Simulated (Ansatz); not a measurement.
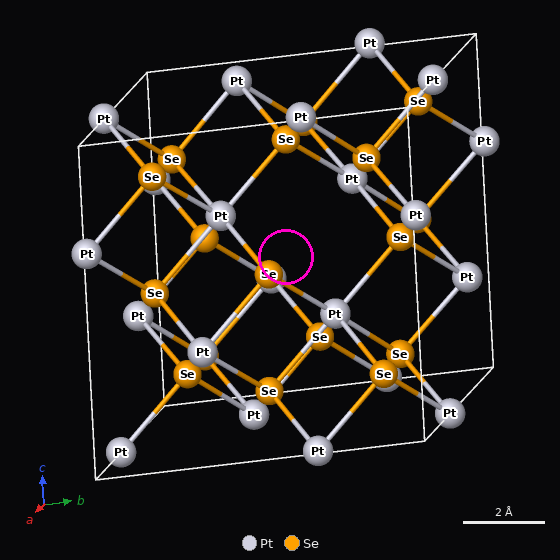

The crystal in a ball-and-stick representation, seen slightly off an axis. The supercell is outlined; an atom on or near a face, edge or corner is repeated at each equivalent position. The host is PtSe2, in a cell of 27 sites, and the cell carries a charge of +1. A ring marks the defect's site.

### Name the defect and give its surroundings.

A selenium vacancy. Around the empty site lie three Pt at about 2.5 Å.

Level of theory and settings: DFT PBE, scalar-relativistic, plane waves, PAW in Ansatz 0.2.0, an energy cutoff of 420 eV, Brillouin-zone sampling on a 2×2×2 mesh, Gaussian smearing of 0.01 eV, collinear spins.

### Does the defect carry a magnetic moment?

Yes, 0.5 μB in the cell.

The atoms were relaxed in the host's cell with DFT PBE, scalar-relativistic, plane waves, PAW in Ansatz 0.2.0.
